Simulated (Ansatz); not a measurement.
**A series of single points on AlNi**

System: AlNi (2 atoms in the cell).
Method: DFT PBE, scalar-relativistic, plane waves, PAW, PAW set soft_1, no spin polarisation (Ansatz 0.2.0).

The 6 runs differ only in the geometry, by a shift of atoms along one path in a fixed cell. The shift s is measured from run 4: Al1 moves along the Cartesian direction (0.00, 1.00, 0.00), and Ni2 with it in fixed proportion. The structure derives from an entry of the Crystallography Open Database.

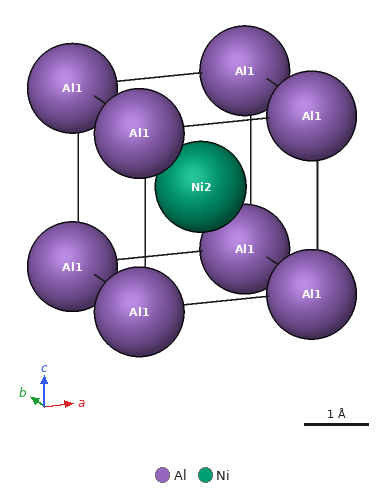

Figure 1. The structure of run 4 (spheres-only view of the cell of the calculation, set on other vectors, seen slightly off an axis; atoms are numbered from 1 in the order of the input).

### Input of run 4
```yaml
crystal:
  lattice:
    - [2.8927237805, 0.0, 0.0]
    - [0.0, 2.8927237805, 0.0]
    - [0.0, 0.0, 2.8927237805]
  atoms:
    - { symbol: Al, position: [-0.0345694949, -0.013827798, 0.0] }
    - { symbol: Ni, position: [0.5158917043, 0.5063566817, 0.5] }
basis:
  ecutwfc: 520.0
kpoints:
  mp_grid: { grid: [16, 16, 16] }
hamiltonian:
  xc: pbe
  pseudopotentials: { kind: paw, azcp: { folder: soft_1 } }
scf:
  occupations: { method: gaussian, width: 0.15 }
output:
  forces: true
  stress: true
  eigenvalues: true
```

Command:
```bash
ansatz run input.yaml --threads 2 --pin off --max-ram 4096MiB --backend cpu --events-out ev --progress --plain --runs-dir out
```

Lattice vectors (Å) and fractional positions of run 4:
```
   2.892724    0.000000    0.000000
   0.000000    2.892724    0.000000
   0.000000    0.000000    2.892724
Al -0.034569 -0.013828  0.000000
Ni  0.515892  0.506357  0.500000
```

Run 2 differs from it as follows:
```diff
-    - { symbol: Al, position: [-0.0345694949, -0.013827798, 0.0] }
-    - { symbol: Ni, position: [0.5158917043, 0.5063566817, 0.5] }
+    - { symbol: Al, position: [-0.0345694949, -0.0276555959, 0.0] }
+    - { symbol: Ni, position: [0.5158917043, 0.5127133634, 0.5] }
```

### Results, with one run withheld

| run | shift s of Al1 (Å) | free energy per atom, from the lowest run given (meV) | pressure (GPa) | force along the path (eV/Å) |
| --- | --- | --- | --- | --- |
| 1 | −0.0600 | 32.33 | 2.73 | 1.294 |
| 2 | −0.0400 | ? | ? | ? |
| 3 | −0.0200 | 11.63 | 1.84 | 0.776 |
| 4 | 0.0000 | 5.17 | 1.56 | 0.517 |
| 5 | 0.0200 | 1.29 | 1.40 | 0.258 |
| 6 | 0.0400 | 0.00 | 1.34 | 0.000 |

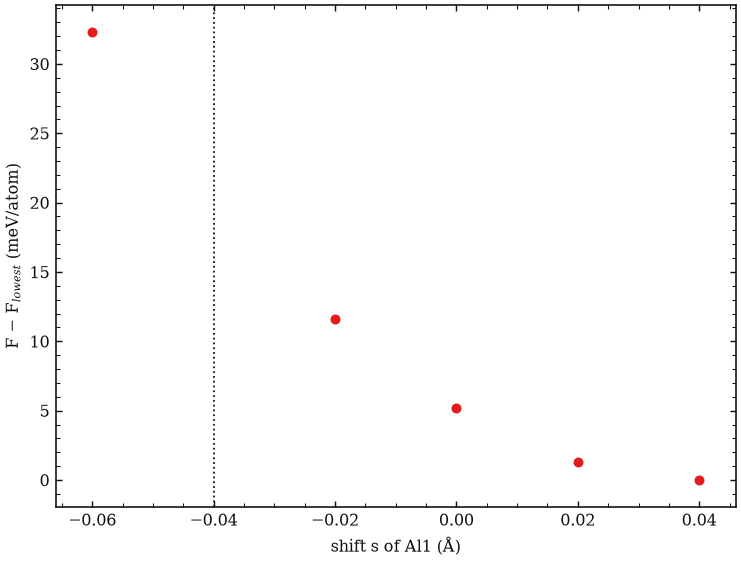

Figure 2. Free energy per atom of the runs given; the dotted line marks run 2.

Fit the runs given and predict run 2.

A cubic polynomial in the coordinate, fitted to the 5 runs given, misses them by under 0.01 meV per atom. With x = s + 0.0040, it reads F = 6.2534 − 284.34 x + 3234.5 x² − 58.962 x³ (meV per atom). At run 2 it gives 20.68 meV per atom, and the run itself gives 20.69. The slope of the fit gives a force −dF/ds of 1.035 eV/Å along the path (summed over the atoms that move), and the printed forces give 1.035 eV/Å. The fit has no minimum inside this range.

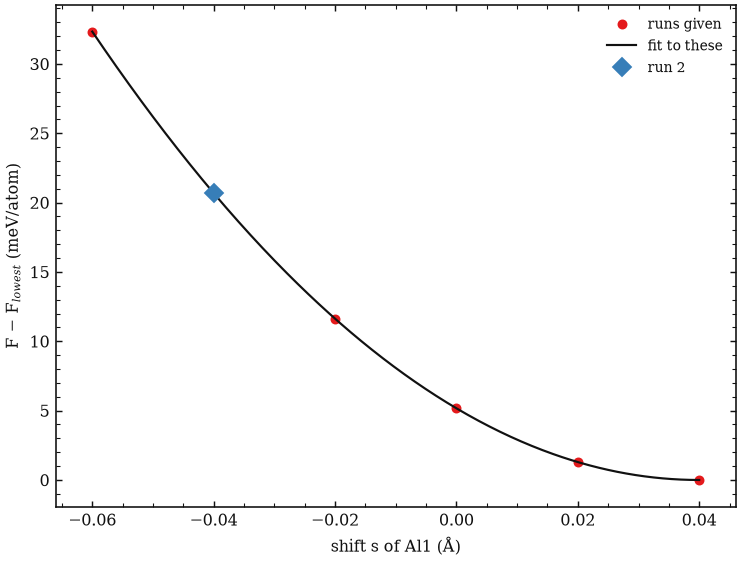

Figure 3. The fit and the withheld run.

### Output, shortened to warnings, some set-up lines, iterations and results (run 2)
```
Basis set: ecut = 520 eV, 619 PW (Γ), exchange–correlation on 48×48×48 points (8 copies of the dense FFT grid, shifted against one another)
Symmetry: 2 space group operations
k-points: 1170 of 4096 (time reversal used)
Initial density: superposition of atomic densities (chi_scale 0.1, normalization cell, long waves kept (reshape's long-wave potential 0.00 eV rms))
[...]
SCF iter   1: F=—  HF=-6378.897187 eV  |F-HF|=—  |Δ(HF+E_count)|=         —  Δρ=1.00e-1  dr2=2.22e0  ethr=3.10e-3  ⟨swp⟩=4.1  Hψ=77949  notcnv=0
SCF iter   2: F=—  HF=-6378.684103 eV  |F-HF|=—  |Δ(HF+E_count)|=   2.13e-1  Δρ=6.52e-2  dr2=1.09e0  ethr=3.10e-3  ⟨swp⟩=2.0  Hψ=31679  notcnv=0  defer=335
SCF iter   3: F=—  HF=-6378.466778 eV  |F-HF|=—  |Δ(HF+E_count)|=   2.17e-1  Δρ=2.78e-2  dr2=1.47e-1  ethr=3.10e-3  ⟨swp⟩=2.0  Hψ=22464  notcnv=0  defer=335
SCF iter   4: F=—  HF=-6378.443937 eV  |F-HF|=—  |Δ(HF+E_count)|=   2.28e-2  Δρ=4.78e-3  dr2=3.16e-3  ethr=6.98e-4  ⟨swp⟩=2.1  Hψ=31456  notcnv=0  defer=300
SCF iter   5: F=—  HF=-6378.444327 eV  |F-HF|=—  |Δ(HF+E_count)|=   3.90e-4  Δρ=7.95e-4  dr2=1.44e-4  ethr=1.51e-5  ⟨swp⟩=2.6  Hψ=27833  notcnv=0  defer=300
SCF iter   6: F=—  HF=-6378.444329 eV  |F-HF|=—  |Δ(HF+E_count)|=   2.52e-6  Δρ=4.54e-4  dr2=3.85e-5  ethr=6.85e-7  ⟨swp⟩=2.0  Hψ=25094  notcnv=0  defer=300
SCF iter   7: F=—  HF=-6378.444222 eV  |F-HF|=—  |Δ(HF+E_count)|=   1.07e-4  Δρ=4.78e-5  dr2=4.54e-7  ethr=1.83e-7  ⟨swp⟩=2.0  Hψ=24723  notcnv=0  defer=300
SCF iter   8: F=-6378.444222 eV  HF=-6378.444222 eV  |F-HF|=4.16e-10  |Δ(HF+E_count)|=   7.95e-8  Δρ=2.16e-6  dr2=6.95e-10  ethr=4.76e-10  ⟨swp⟩=6.1  Hψ=81405  notcnv=0
SCF 1 converged in 8 iterations: F = -6378.444222 eV  dr2 = 6.95e-10
SCF converged after 8 iterations
Free energy (F): -6378.444222 eV
Harris-Foulkes:  -6378.444222 eV  (|F-HF|=4.16e-10)
Internal energy: -6378.435387 eV  (E = F + TS)
E sigma→0 (E₀):  -6378.439805 eV
Entropy (-TS):   -0.008836 eV (-4.418 meV/atom)
Fermi energy:    13.654798 eV
--- Per-component energies (eV) ---
  E_band       = -342.652486
  E_kinetic    = 367.720007
  E_local      = -3767.366682  (includes V_loc(G=0)·N_el)
  E_nonlocal   = -107.358317
  E_hartree    = 1974.499933
  E_xc         = -152.270743
  E_vxc        = -177.079395  (∫ρ·V_xc dr)
  E_paw        = -2128.848719  (= ΣΔE_a)
  E_vpaw       = -607.569448  (= ΣTr[D̂ρ^β])
  E_aug_tail   = 0.000416  (compensation charges beyond the density's cutoff)
  E_ewald      = -2564.811282
  E_smearing   = -0.008836  (= −TS)
  E_closure    = -0.000000  (closes the sum)
  Σ components = -6378.444222   (vs F -6378.444222, Δ=0.00e0)
--- Forces (eV/Å), atoms counted from 1 ---
  atom   1  Al     0.86488961     0.70879654     0.00000000
  atom   2  Ni    -0.86488657    -0.70879387     0.00000000
  max |Σ_I F_I| component: 3.04e-6 eV/Å
--- Stress (GPa, compression-positive) ---
        1.745897       2.333653       0.000000
        2.333652       2.108193       0.000000
        0.000000       0.000000       2.841175
  P = ⅓ Tr σ = 2.2318 GPa (22.318 kbar)
```

Notes: The run has no spin polarisation, so a magnetic state may lie lower.
